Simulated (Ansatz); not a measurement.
**Zn9HS9 (cell charge −1, with a compensating background) (cell with a defect): density, localisation and related maps**

The calculation's input:

```
crystal:
  lattice:
    - [0.0, -6.6618213655, 0.0]
    - [5.769306538, -3.3309106827, 0.0]
    - [0.0, -2.2206071218, 9.4492875734]
  atoms:
    - { symbol: Zn, position: [0.6667007607, 0.6666666667, 0.999897718] }
    - { symbol: Zn, position: [0.3333674273, 0.3333333333, 0.999897718] }
    - { symbol: Zn, position: [3.4094e-05, 0.0, 0.999897718] }
    - { symbol: Zn, position: [0.4444128207, 0.6666666667, 0.6667615378] }
    - { symbol: Zn, position: [0.1110794874, 0.3333333333, 0.6667615378] }
    - { symbol: Zn, position: [0.7777461541, 1.0, 0.6667615378] }
    - { symbol: Zn, position: [0.2221345777, 0.6666666667, 0.3335962668] }
    - { symbol: Zn, position: [0.8888012444, 0.3333333333, 0.3335962668] }
    - { symbol: Zn, position: [0.5554679111, 1.0, 0.3335962668] }
    - { symbol: S, position: [0.5833715598, 0.6666666667, 0.2498853205] }
    - { symbol: S, position: [0.2500382265, 0.3333333333, 0.2498853205] }
    - { symbol: S, position: [0.9167048932, 0.0, 0.2498853205] }
    - { symbol: S, position: [0.1388135693, 0.6666666667, 0.583559292] }
    - { symbol: S, position: [0.805480236, 0.3333333333, 0.583559292] }
    - { symbol: S, position: [0.4721469027, 1.0, 0.583559292] }
    - { symbol: S, position: [0.3612407117, 0.6666666667, 0.9162778649] }
    - { symbol: S, position: [0.0279073784, 0.3333333333, 0.9162778649] }
    - { symbol: S, position: [0.694574045, 0.0, 0.9162778649] }
    - { symbol: H, position: [0.3055968459, 0.0035918362, 0.127256174] }
total_charge: -1
basis:
  ecutwfc: 420
  xc_grid: 2
kpoints:
  mp_grid: { grid: [2, 2, 2], shift: [0.0, 0.0, 0.0] }
hamiltonian:
  xc: pbe
scf:
  occupations: { method: gaussian, width: 0.02 }
output:
  forces: true
  stress: false
  eigenvalues: true
  write_density: true
  write_potential: true
  elf: true
  volumetric_format: npy
relax:
  adjacent_minimum: "off"
  f_tol: 0.02
  max_steps: 60
```

Launched as:

```sh
ansatz run input.yaml --threads 4 --pin off --max-ram 8192MiB --backend cpu --events-out ev --progress --plain --runs-dir out
```

The fields are those of the relaxed geometry.

Level of theory: Ansatz 0.2.0, DFT PBE, scalar-relativistic, plane waves, PAW.

In a PAW calculation such maps are meaningful between the atoms, not at the nuclei.

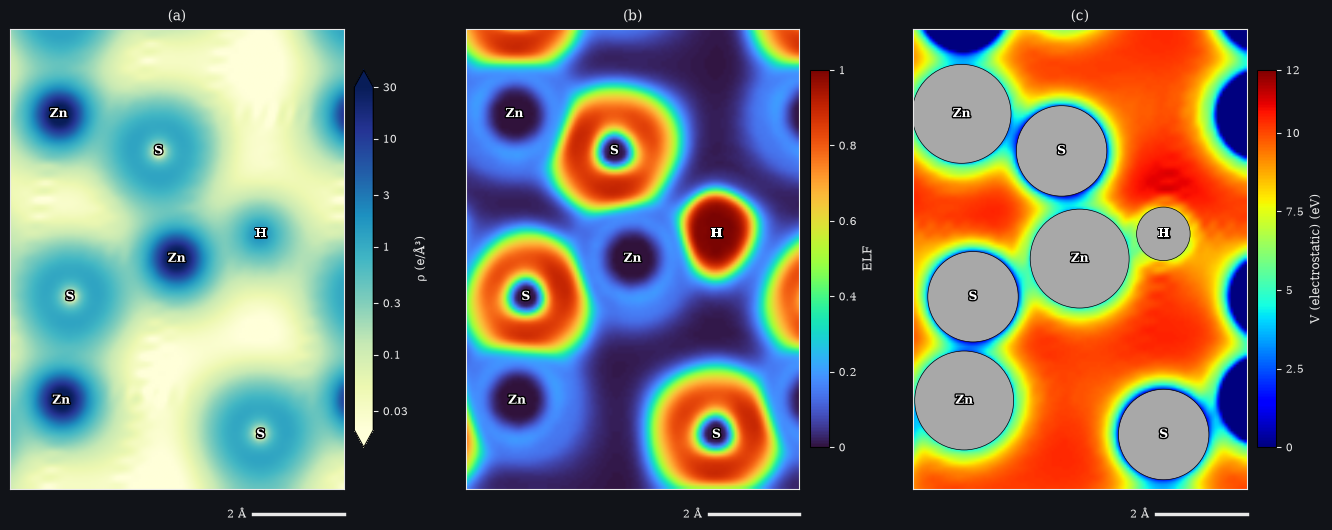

Figure 1. (a) valence charge density (pseudo); (b) electron localisation function; (c) electrostatic potential (local pseudopotential plus Hartree) felt by an electron on the (010) plane of the calculation cell. Grey discs cover the atomic cores in the potential map.

What does the map show?

Answer.
- Atoms in the plane: Zn, S and H.
- Zn–H (1.93 Å): ρ at the midpoint is about 0.42 e/Å³; the ELF climbs to about 1 towards the hydrogen.
- Zn–S (2.30 Å): the density is about 0.54 e/Å³ at the midpoint; the ELF peaks at about 0.90 in the valence shell of S, 0.9 Å from its nucleus, and is about 0.55 at the midpoint.
- Zn–S (2.35 Å): ρ is about 0.5 e/Å³ halfway; the ELF peaks at about 0.90 in the valence shell of S, 0.9 Å from its nucleus, and is about 0.55 at the midpoint.
- Zn–S (2.41 Å): ρ at the midpoint is about 0.45 e/Å³; the ELF peaks at about 0.90 in the valence shell of S, 0.8 Å from its nucleus, and is about 0.55 at the midpoint.
- Zn–S (2.50 Å): ρ is about 0.38 e/Å³ halfway; the ELF peaks at about 0.90 in the valence shell of S, 0.8 Å from its nucleus, and is about 0.50 at the midpoint.
- Between the atoms the lowest density in this plane is 0.01 e/Å³.
- Outside the cores the potential energy rises away from the atoms and is highest about 1.0 Å from the nearest atoms; its zero is arbitrary.

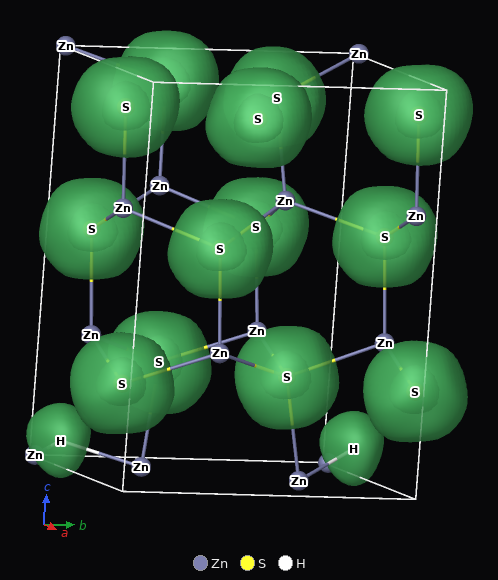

Figure 2. Isosurface of the electron localisation function at 0.7 (green), seen slightly off an axis. Core shells and regions of very low density are left out. Sticks mark near contacts.

Where are the electrons localised?

Answer. The ELF exceeds this value in one region around a hydrogen nucleus and nine regions wrapped around S (the valence shell of each), counted in one cell of 19 atoms. Regions shared between cells count once.


Zn–H (1.91 Å): the ELF climbs to about 1 towards the hydrogen.

Metal or insulator at this level of theory?

Answer. It is gapped, with a Kohn–Sham gap of 1.5 eV on the k-point mesh, an upper bound to the gap of this method.
